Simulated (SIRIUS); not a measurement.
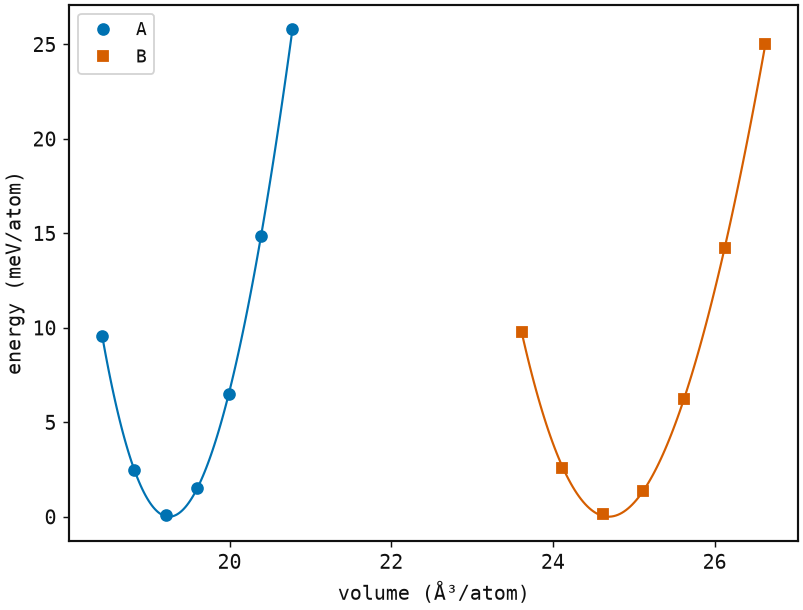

The figure compares two calculations of the energy against volume, each curve from its own zero. The first is for CdS, space group P6_3mc (No. 186).

The cell holds 4 atoms.

How it was computed, with SIRIUS 7.12.0: all-electron LAPW DFT, no spin polarisation; energies at scaled volumes of the given cell, shape and fractions fixed, counted from the fit's minimum, third-order Birch-Murnaghan fit. Level: PBEsol.

- k mesh: 7×7×4
- occupations: Fermi–Dirac
- smearing width: 0.05 eV
- potentials: all electron FP LAPW
- program settings: basis apw+lo standard, gk cutoff 3.58 1/bohr, pw cutoff 20 1/bohr

In the second, Cd is replaced by Zn on all its sites, which gives ZnS in the same structure. The second calculation uses k mesh 8×8×5.

Which of A and B is the second calculation, and what did the change do?

A. The equilibrium volume falls from 24.69 to 19.25 Å³/atom (−22 %) and the bulk modulus rises from 61.1 to 79.2 GPa (+30 %).

For both, limits of the calculation: shape and atomic fractions are frozen while scaling, which makes layered, chain and framework solids too stiff.

V0 and the bulk modulus come from third-order Birch–Murnaghan fits.
